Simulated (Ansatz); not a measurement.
MnSi$_{31}$ (cell with a defect)

```
CELL_PARAMETERS angstrom
-5.43383 5.43383 5.43383
5.43383 -5.43383 5.43383
5.43383 5.43383 -5.43383
ATOMIC_POSITIONS crystal
Mn 0.25000 0.50000 0.00000
Si 0.25000 0.75003 0.74979
Si 0.25000 0.00000 0.50000
Si 0.50003 0.24979 0.00000
Si 0.25000 0.24979 0.25003
Si 0.50003 0.50000 0.74979
Si 0.50021 0.75021 0.50024
Si 0.75000 0.00000 0.00000
Si 0.50021 0.00024 0.25021
Si 0.74976 0.24997 0.74997
Si 0.75000 0.50000 0.50000
Si 0.99979 0.75003 0.00000
Si 0.75024 0.75021 0.25021
Si 0.99997 0.99976 0.74997
Si 0.99997 0.24997 0.49976
Si 0.99979 0.50000 0.25003
Si 0.99947 0.24947 0.74947
Si 0.99992 0.50000 0.50037
Si 0.00045 0.75008 0.25008
Si 0.25000 0.00037 0.74992
Si 0.99992 0.00037 0.00000
Si 0.25000 0.24992 0.50037
Si 0.25000 0.50000 0.25053
Si 0.50008 0.75008 0.75045
Si 0.25000 0.75053 0.00000
Si 0.49955 0.99963 0.49963
Si 0.50008 0.25045 0.25008
Si 0.75037 0.50000 0.74992
Si 0.50053 0.50000 0.00000
Si 0.74963 0.74955 0.49963
Si 0.74963 0.99963 0.24955
Si 0.75037 0.24992 0.00000
```

Spin-polarised.

All numbers below come from DFT PBEsol, scalar-relativistic, plane waves, PAW (Ansatz).

Core electrons are frozen (PAW), and the valence fields are smoothed inside the atomic spheres.

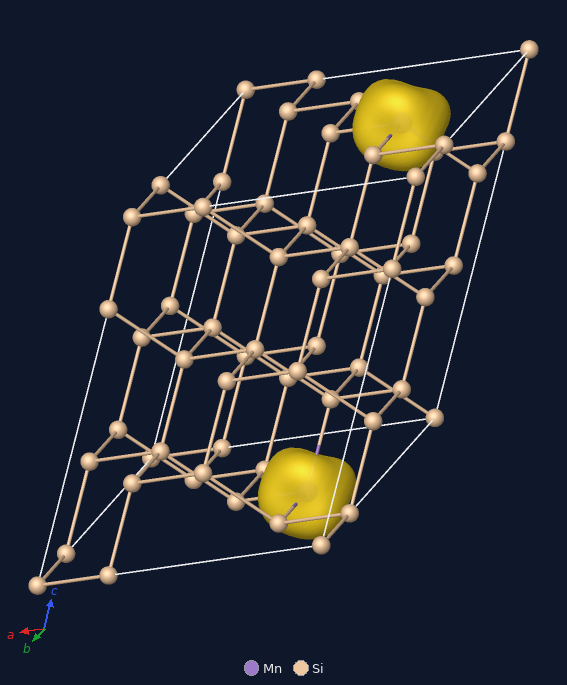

Figure 1. Isosurfaces of the spin density at +0.06 (yellow) and −0.06 e/Å³ (cyan), seen at an oblique angle. Sticks mark near contacts.

Question: Which atoms carry the moments, and with what signs?

Answer: The spin density sits on Mn: +2.7 μB in one cell of 32 atoms, with smaller moments on Si (up to −0.05 μB): a single local moment. The cell of the calculation (32 atoms) carries 3.0 μB of net spin moment.

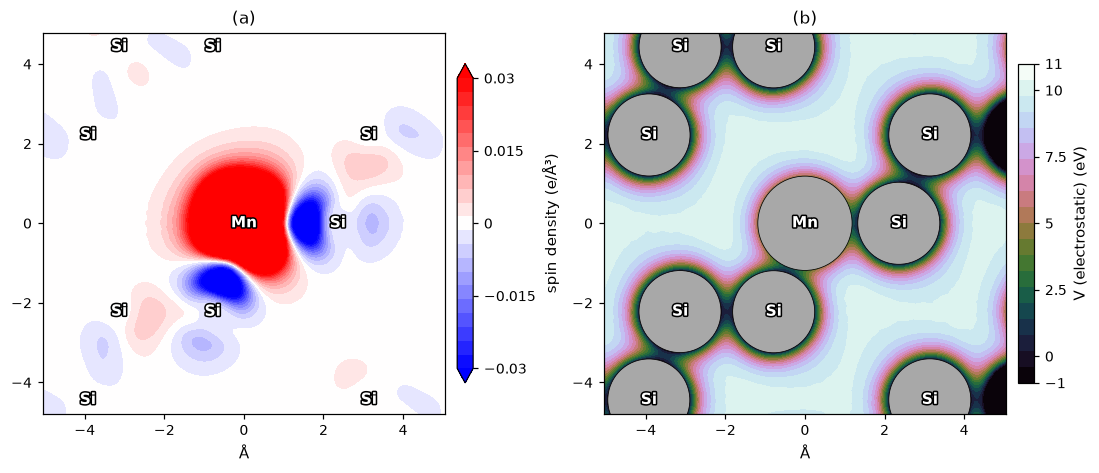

Figure 2. (a) magnetisation density (up minus down); (b) electrostatic potential energy of an electron on the (11̄0) plane of the calculation cell. Grey discs cover the atomic cores in the potential map.

Question: Interpret the plot.

Answer:
- Atoms in the plane: Mn and Si.
- Outside the cores the potential energy rises away from the atoms and is highest about 2.2 Å from the nearest atoms; its zero is arbitrary.

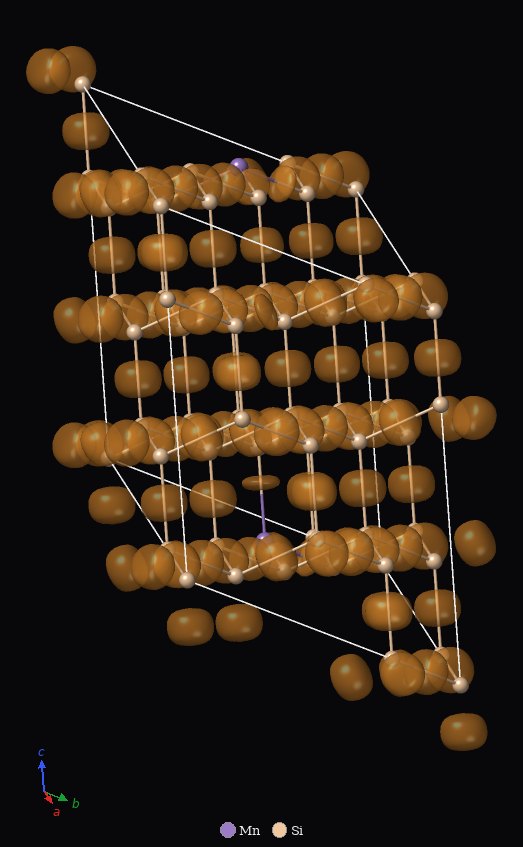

Figure 3. Isosurface of the ELF at 0.85 (orange), seen slightly off an axis. Core shells and regions of very low density are left out. Sticks mark near contacts.

Question: Identify the bonds, lone pairs and shells in this picture.

Answer: At this value the surface marks out 60 regions between bonded Si–Si atoms and four lobes of the valence shell of Si pointing towards Mn (polar bonds), counted in one cell of 32 atoms. Any copies at cell faces, edges or corners count once. Along the contacts the grid gives the following. Si–Si (2.35 Å): the ELF peaks at about 0.95 between the atoms. Mn–Si (2.36 Å): the ELF peaks at about 0.90 in the valence shell of Si, 0.9 Å from its nucleus, and is about 0.75 at the midpoint.

Question: Does the calculation give a band gap?

Answer: It is gapless in this calculation (a metal or semimetal).
